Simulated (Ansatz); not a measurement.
## BiOCl (P4/nmm): band gap by G0W0 on r2SCAN

Aim: the quasiparticle gap of BiOCl (P4/nmm), starting from r2SCAN.

Method: r2SCAN, then G0W0 on it, plane waves, PAW, in Ansatz 0.2.0.

**What was measured.**

- Gap 3.36 eV: optical gap from Kubelka-Munk/Tauc analysis; UV-vis diffuse reflectance; powder (solvothermal hierarchical microspheres made without additive) (“Hydrothermal Crystallization of Bismuth Oxychlorides (BiOCl) Using Different Shape Control Reagents”, 2021, pmc:8123882).

- Gap 3.44 eV: optical gap from Tauc plot; UV-vis diffuse reflectance; powder (hydrothermal powder) (“Synergistic Piezo-Photocatalysis of BiOCl/NaNbO3 Heterojunction Piezoelectric Composite for High-Efficient Organic Pollutant Degradation”, 2022, pmc:8839476).

## Step 1: Starting point

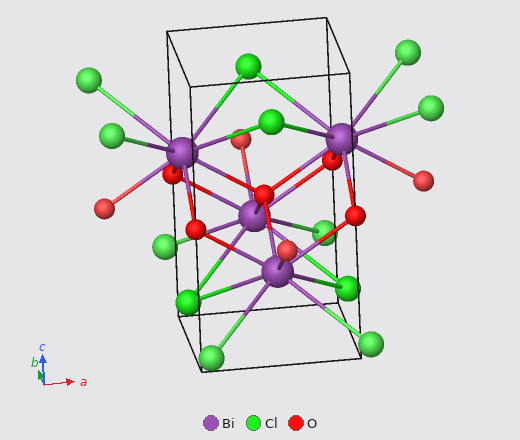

The cell as given, slightly off an axis (bismuth purple, chlorine green, oxygen red). Some periodic images of atoms are drawn too.

The cell and positions come from the Crystallography Open Database and are kept as given unless a step says otherwise. Spin-orbit coupling is left out unless a step names it.

The logs state that the PAW files were generated under PBE.

## Step 2: Bands along the symmetry lines

Levels along a band path and on the mesh show where this functional puts the band edges.

This step: DFT, r2SCAN, plane waves, PAW; PAW set soft_1.

Input file input.yaml:

```yaml
crystal:
  lattice:
    - [3.88551, 0.0, 0.0]
    - [0.0, 3.88551, 0.0]
    - [0.0, 0.0, 7.3489]
  atoms:
    - { symbol: Bi, position: [0.5, 0.0, 0.32904] }
    - { symbol: Bi, position: [0.0, 0.5, 0.67096] }
    - { symbol: Cl, position: [0.0, 0.5, 0.1472] }
    - { symbol: Cl, position: [0.5, 0.0, 0.8528] }
    - { symbol: O, position: [0.0, 0.0, 0.5] }
    - { symbol: O, position: [0.5, 0.5, 0.5] }
kpoints:
  mp_grid: { grid: [6, 6, 4] }
  band_path:
    path:
      - [[0.0, 0.0, 0.0], [0.0, 0.5, 0.0], [0.5, 0.5, 0.0], [0.0, 0.0, 0.0], [0.0, 0.0, 0.5], [0.0, 0.5, 0.5], [0.5, 0.5, 0.5], [0.0, 0.0, 0.5]]
      - [[0.0, 0.5, 0.0], [0.0, 0.5, 0.5]]
      - [[0.5, 0.5, 0.0], [0.5, 0.5, 0.5]]
    npoints: 10
hamiltonian:
  xc: r2scan
  pseudopotentials: { kind: paw, azcp: { folder: soft_1 } }
scf:
  occupations: { method: fermi_dirac, width: 0.02 }
  n_extra_bands: 6
output:
  eigenvalues: true
  write_density: true
  write_potential: true
  elf: true
  volumetric_format: npy
```

Run with:

```bash
> ansatz run input.yaml --threads 4 --pin off --max-ram 138240MiB --backend cuda --events-out ev --progress --plain --runs-dir out --devices 1 --max-vram 26GiB
```

Numbers of over 12 decimals in the logs are rounded to 6 here.

Log:

```text
scf.n_extra_bands = 6 over 28 filled bands (N_el = 56.0): the run solves 34 bands
GPUs: using 1 of 1 available (devices: 1).
Engine: ansatz 0.2.0, x86_64-unknown-linux-gnu
Pseudopotentials: kind: paw
Pseudopotential: Bi, paw, valence charge 15, recommended cutoff 500 eV (meta_gga), soft_1/Bi.paw.azcp
Pseudopotential: Cl, paw, valence charge 7, recommended cutoff 500 eV (meta_gga), soft_1/Cl.paw.azcp
Pseudopotential: O, paw, valence charge 6, recommended cutoff 500 eV (meta_gga), soft_1/O.paw.azcp
Functional definition: r2SCAN
  parameter k0 = 0.174
  parameter k1 = 0.065
  parameter a1 = 4.9479
  exchange = r2scan_x(k0 = k0, k1 = k1, a1 = a1)
  correlation = r2scan_c
device memory: the entry about to start is reckoned to put 2.5 GiB on a device that reports 39.6 GiB free (of which the cap on the GPU budget leaves the run 26.0 GiB)
GPU FFT provider: cuFFT
GPU libraries: cuBLAS 13.8.2, cuFFT 12.4.0, cuSOLVER 12.3.4
Crystal: 6 atoms, lattice volume = 110.948 Å³
Basis set: ecut = 500 eV, 2787 PW (Γ), exchange–correlation on 120×120×216 points (64 copies of the dense FFT grid, shifted against one another)
Bands: 34, of which v1, the nominal top of the filled ones, is band 28 counted from 1 (27 counted from 0)
Symmetry: 16 space group operations
Space group: P4/nmm (ITA 129), of the structure as read, at distance tolerance 4.8e-5 Å
k-points: 30 of 144
Non-local potential: Bi, projectors of the file, l = 0: 2, l = 1: 2, l = 2: 2, l = 3: 1
Non-local potential: Cl, projectors of the file, l = 0: 2, l = 1: 2, l = 2: 1
Non-local potential: O, projectors of the file, l = 0: 2, l = 1: 2, l = 2: 1
PAW form: soft (Blöchl's): semilocal exchange-correlation on the pseudo side does not see the compensation charge
PAW frozen core: Bi, regenerated for the run's functional (the file was generated under x = pbe(κ = 0.804, μ = 0.219515), c = pbe(β = 0.066725))
PAW frozen core: Cl, regenerated for the run's functional (the file was generated under x = pbe(κ = 0.804, μ = 0.219515), c = pbe(β = 0.066725))
PAW frozen core: O, regenerated for the run's functional (the file was generated under x = pbe(κ = 0.804, μ = 0.219515), c = pbe(β = 0.066725))
PAW one-centre angular grid: Bi, 590 points (default); XC on 160 Gauss nodes
PAW one-centre angular grid: Cl, 302 points (default); XC on 160 Gauss nodes
PAW one-centre angular grid: O, 302 points (default); XC on 160 Gauss nodes
Initial density: superposition of atomic densities (chi_scale 0.1, normalization cell, long waves kept (reshape's long-wave potential 0.06 eV rms))
Initial wavefunctions: pseudopotential atomic-orbital guess
GPU buffer pool allocated for 48600 grid points (all kernels)
GPU transforms: local potential and band sums: pruned to the plane-wave sphere, on 30×30×54
Functional: x = r2scan, c = r2scan; τ floored in thin density (d = 2e-4 eV/Å³)
SCF iter   1: F=—  HF=-28133.923866 eV  |F-HF|=—  |Δ(HF+E_count)|=         —  Δρ=4.38e-2  dr2=2.03e0  dr2_τ=2.24e-1  ethr=3.10e-3  ⟨swp⟩=8.9  Hψ=4749  notcnv=0
preconditioner: auto → Resta (q_TF=auto, 2.434 Å⁻¹)  ε∞=3.2  [insulator: Δε(μ)=2.821 eV  Ē_g=17.800 eV  σ=0.020 eV  W_gap=1.00  n_scr=28 (ndim 8)  ℏωp=26.4 eV  f_vac=0.003  D(μ)=0.00/eV (n_scr^D=0)  ε∞_Penn≈3.2]
SCF iter   2: F=—  HF=-28133.991947 eV  |F-HF|=—  |Δ(HF+E_count)|=   6.81e-2  Δρ=2.41e-2  dr2=3.71e-1  dr2_τ=5.55e-2  ethr=3.10e-3  ⟨swp⟩=2.9  Hψ=1992  notcnv=0  defer=60
SCF iter   3: F=—  HF=-28134.100793 eV  |F-HF|=—  |Δ(HF+E_count)|=   1.09e-1  Δρ=1.11e-2  dr2=1.30e-1  dr2_τ=8.67e-3  ethr=6.62e-4  ⟨swp⟩=2.4  Hψ=1787  notcnv=0  defer=60
SCF iter   4: F=—  HF=-28134.135629 eV  |F-HF|=—  |Δ(HF+E_count)|=   3.48e-2  Δρ=2.73e-3  dr2=3.99e-3  dr2_τ=5.32e-4  ethr=2.32e-4  ⟨swp⟩=2.9  Hψ=1971  notcnv=0  defer=60
SCF iter   5: F=—  HF=-28134.138667 eV  |F-HF|=—  |Δ(HF+E_count)|=   3.04e-3  Δρ=3.41e-4  dr2=8.73e-5  dr2_τ=1.07e-5  ethr=7.12e-6  ⟨swp⟩=2.0  Hψ=1528  notcnv=0  defer=60
SCF iter   6: F=—  HF=-28134.138866 eV  |F-HF|=—  |Δ(HF+E_count)|=   1.99e-4  Δρ=9.29e-5  dr2=7.20e-6  dr2_τ=9.06e-7  ethr=1.56e-7  ⟨swp⟩=2.3  Hψ=1749  notcnv=0  defer=60
SCF iter   7: F=—  HF=-28134.138869 eV  |F-HF|=—  |Δ(HF+E_count)|=   2.86e-6  Δρ=1.80e-5  dr2=2.54e-7  dr2_τ=3.51e-8  ethr=1.29e-8  ⟨swp⟩=2.0  Hψ=1500  notcnv=0  defer=60
SCF iter   8: F=-28134.138869 eV  HF=-28134.138869 eV  |F-HF|=4.99e-9  |Δ(HF+E_count)|=   1.13e-7  Δρ=3.17e-6  dr2=1.30e-8  dr2_τ=8.53e-10  ethr=1.79e-10  ⟨swp⟩=9.0  Hψ=3409  notcnv=0
SCF 1 converged in 8 iterations: F = -28134.138869 eV  dr2 = 1.30e-8
  greatest PAW one-centre occupation: 0.990 electrons in one spin orbital (limit 2), on the Bi atom at site 1 (counted from 0), in its partial waves of l = 2
device memory: the entry about to start is reckoned to put 5.2 GiB on a device that reports 50.7 GiB free (of which the cap on the GPU budget leaves the run 26.0 GiB)
NSCF: frozen V_eff on 93 k-points, pencils in batches of 32, up to order 152
SCF converged after 8 iterations
Free energy (F): -28134.138869 eV
Harris-Foulkes:  -28134.138869 eV  (|F-HF|=4.99e-9)
Internal energy: -28134.138869 eV  (E = F + TS)
E sigma→0 (E₀):  -28134.138869 eV
Fermi energy:    9.179247 eV
--- Per-component energies (eV) ---
  E_band       = -234.088119
  E_kinetic    = 1147.392708
  E_local      = -4303.379902  (includes V_loc(G=0)·N_el)
  E_nonlocal   = 985.494174
  E_hartree    = 1664.928230
  E_xc         = -636.342847
  E_vxc        = -748.544937  (∫ρ·V_xc dr)
  E_paw        = -23032.752947  (= ΣΔE_a)
  E_vpaw       = -688.789828  (= ΣTr[D̂ρ^β])
  E_aug_tail   = 0.000957  (compensation charges beyond the density's cutoff)
  E_vtau       = 43.883452  (kinetic-family band-sum trace: ∫τ·v_τ [+ j·A + Jᵃ·Aᵃ] dr)
  E_ewald      = -3960.893269
  E_core_change = 1.414028  (= ΣΔE_core)
  E_smearing   = -0.000000  (= −TS)
  E_closure    = -0.000000  (closes the sum)
  Σ components = -28134.138869   (vs F -28134.138869, Δ=0.00e0)
--- Band table (eV; the first three rows and the last of 30) ---
  k-point 0: bands = [... 24 lower, 6.5059, 6.5059, 6.6416, 6.9018, 11.2382, 11.9047, 13.5163, 13.5163, ... 2 higher]
  k-point 1: bands = [... 24 lower, 6.6498, 6.6498, 6.8830, 7.1096, 10.9653, 11.5519, 13.5275, 13.5275, ... 2 higher]
  k-point 2: bands = [... 24 lower, 6.7723, 6.7723, 7.2150, 7.2360, 10.7073, 11.1840, 13.5402, 13.5402, ... 2 higher]
  k-point 29: bands = [... 24 lower, 6.1633, 6.1633, 6.9126, 6.9126, 12.6400, 12.6400, 14.2763, 14.2763, ... 2 higher]
```

It took 8.1 s on 1 × NVIDIA H100 80GB HBM3 (shared by 3 runs) with 4 threads of AMD EPYC 7R13 (Zen 3), shared host; peak memory 1.1 GiB; 5.7 s of CPU time.

In the SCF lines HF is the Harris–Foulkes energy and dr2 the Hartree energy of the density residual, in eV; the loop may stop once dr2 is under the threshold and the program's other checks hold. Hψ counts applications of the Hamiltonian.

This step gave:

```yaml
filled_bands: 28
gap: 3.047 eV
valence_top_at: k = (0.000, 0.400, 0.500)
conduction_bottom_at: Z
least_direct_gap: 3.471 eV
```

Over mesh and path the gap is 3.047 eV, from k = (0.000, 0.400, 0.500) to k = (0.000, 0.000, 0.500). The least direct gap found is 3.471 eV, at k = (0.000, 0.000, 0.500). On the 6×6×4 mesh alone the same run gives 3.094 eV, so that mesh misses an edge of r2SCAN: 3.094 − 3.047 = +0.047 eV.

The electronic bands at the labelled points (eV, zero at the top of the highest nominally filled band):

```csv
point,band 25,band 26,band 27,band 28,band 29,band 30,band 31,band 32
Γ,-1.15,-1.15,-1.02,-0.76,3.58,4.24,5.86,5.86
X,-1.01,-1.01,-0.09,-0.09,5.11,5.11,5.73,5.73
M,-0.80,-0.80,-0.75,-0.75,4.60,4.60,6.41,6.41
Γ,-1.15,-1.15,-1.02,-0.76,3.58,4.24,5.86,5.86
Z,-0.89,-0.89,-0.45,-0.42,3.05,3.52,5.88,5.88
R,-0.79,-0.79,-0.09,-0.09,4.92,4.92,5.82,5.82
A,-1.50,-1.50,-0.75,-0.75,4.98,4.98,6.62,6.62
Z,-0.89,-0.89,-0.45,-0.42,3.05,3.52,5.88,5.88
jump to X,-1.01,-1.01,-0.09,-0.09,5.11,5.11,5.73,5.73
R,-0.79,-0.79,-0.09,-0.09,4.92,4.92,5.82,5.82
jump to M,-0.80,-0.80,-0.75,-0.75,4.60,4.60,6.41,6.41
A,-1.50,-1.50,-0.75,-0.75,4.98,4.98,6.62,6.62
```

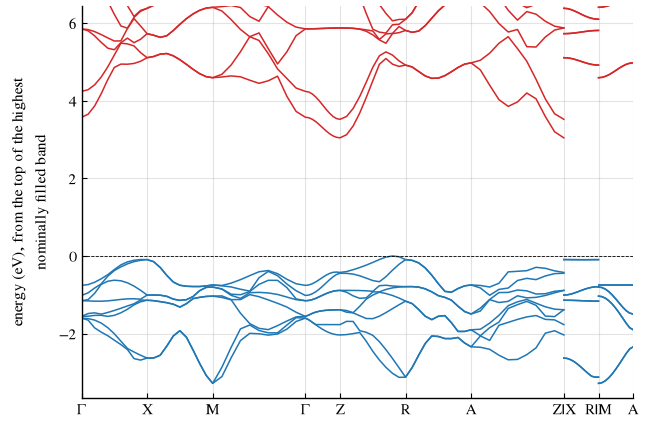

Electronic bands along the path; lines of filled and empty bands in two colours.

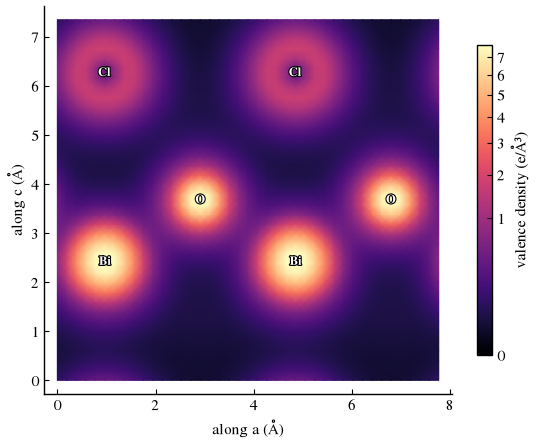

Valence density in the ac plane at fractional y = 0.000, with atoms of Bi and Cl and O within 0.2 Å of it. It is the smooth field of the valence electrons, not physical close to the nuclei. The map starts off the cell's origin, so that atoms lie inside it. The colour scale is stretched toward low values.

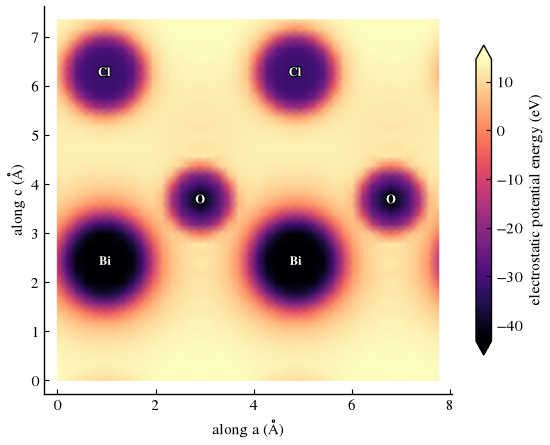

Electrostatic potential energy in the ac plane at fractional y = 0.000, with atoms of Bi and Cl and O within 0.2 Å of it. With pseudopotentials it is smooth inside the atoms' cores, unlike the true potential. The map starts off the cell's origin, so that atoms lie inside it.

(Part 1 of 3 ends here.)

[Paths, hosts, dates, memory and timing lines, banners, echoed tables and standing remarks are left out of the program output.]

[Logs are printed without paths, hosts, clocks, repeated set-up lines and the standing remarks that a program may print on its own settings, such as how far it seeks lower states.]

[Runs of the session that timed out or met a known fault of the program may be left out.]

[Cells called generated may have been cut or substituted from an entry of the Crystallography Open Database or the Materials Project.]

[Hosts, paths, dates, database ids (printed as entryN), source tags and the programs' standing remarks are cut or masked in the printed files.]

[Where an RPA ε∞ is given, it is that of the G0W0 mesh and is not shown converged in it. Names of k-points follow the symmetry that the program found, which can be lower than the space group named. Band edges on a path are those of the sampled points; other points can move an edge, and change direct to indirect where valleys lie close.]

[Hybrid gaps are those of their k-mesh and are not shown converged in it.]
